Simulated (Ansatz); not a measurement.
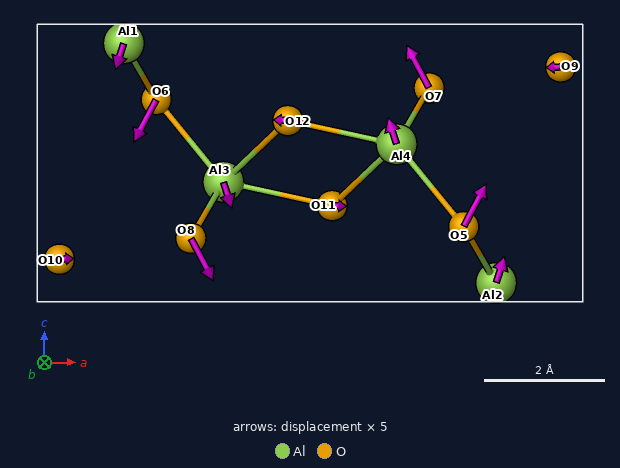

A relaxation of crystalline AlO2 (set up in Pnma). The starting structure is drawn; purple arrows show the displacements (the part carried along by the change of the cell is left out), magnified 5 times.

Style: ball-and-stick. Shown: the cell of the calculation, along the b axis.

Case: volume × 0.94, shape and atoms relaxed.

Method: DFT PBEsol, scalar-relativistic, plane waves, PAW (Ansatz 0.2.0).

Input file:
```yaml
crystal:
  lattice:
    - [9.1226063609, 0.0, 0.0]
    - [0.0, 2.8404056834, 0.0]
    - [0.0, 0.0, 4.637257808]
  atoms:
    - { symbol: Al, position: [0.1588204863, 0.25, 0.932228359] }
    - { symbol: Al, position: [0.8411795137, 0.75, 0.067771641] }
    - { symbol: Al, position: [0.3411795137, 0.75, 0.432228359] }
    - { symbol: Al, position: [0.6588204863, 0.25, 0.567771641] }
    - { symbol: O, position: [0.7817048496, 0.25, 0.2708823677] }
    - { symbol: O, position: [0.2182951504, 0.75, 0.7291176323] }
    - { symbol: O, position: [0.7182951504, 0.75, 0.7708823677] }
    - { symbol: O, position: [0.2817048496, 0.25, 0.2291176323] }
    - { symbol: O, position: [0.959387248, 0.25, 0.8467110186], spin: 0.9 }
    - { symbol: O, position: [0.040612752, 0.75, 0.1532889814], spin: 0.9 }
    - { symbol: O, position: [0.540612752, 0.75, 0.3467110186], spin: 0.9 }
    - { symbol: O, position: [0.459387248, 0.25, 0.6532889814], spin: 0.9 }
basis:
  ecutwfc: 420
kpoints:
  mp_grid: { grid: [4, 12, 8] }
hamiltonian:
  xc: pbesol
scf:
  occupations: { method: gaussian, width: 0.1 }
output:
  forces: true
  stress: true
  eigenvalues: true
  populations: true
magnetization:
  spin_polarized: true
relax:
  adjacent_minimum: "off"
  f_tol: 0.01
  max_steps: 30
  cell: { stress_tol: 0.1, fix: [volume] }
```

Launched with:
```bash
ansatz run input.yaml --threads 2 --pin off --max-ram 5120MiB --backend cpu --events-out ev --progress --plain --runs-dir out
```

**Which element moves most?**

Oxygen: up to 0.17 Å, against 0.10 Å for aluminium.

**Describe the change and its energy.**

The energy falls by 56.5 meV per cell of the calculation in 7 accepted moves (9 points after the start). The largest force component goes from 0.27 to 0.0049 eV/Å. Pressure: 8.34 GPa at the start and 3.40 GPa at the end. The SCF was repeated twice at an unchanged geometry on a basis and grid sized afresh for the cell, which shifted the energy by 1.2 meV per cell of the calculation at most. The largest moves relative to the cell, 0.17 Å, are those of O5, O6, O7 and O8. O8 goes roughly along [1 0 −3]. By element the largest moves are O 0.17 Å, Al 0.10 Å. The drawn cell changes at constant volume: a 9.123 → 9.181 Å (+0.6 %), b 2.840 → 2.862 Å (+0.8 %), c 4.637 → 4.572 Å (−1.4 %). Some distances before and after: Al1–O8 1.775 → 1.796 Å, Al1–O6 1.788 → 1.806 Å, Al1–O9 1.862 → 1.877 Å, Al1–O10 2.057 → 2.069 Å. The space group stays Pnma (No. 62). Cost: 2.9 min on 2 threads of Intel(R) Xeon(R) 6975P-C (Granite Rapids) (shared host), peak memory 0.97 GiB.
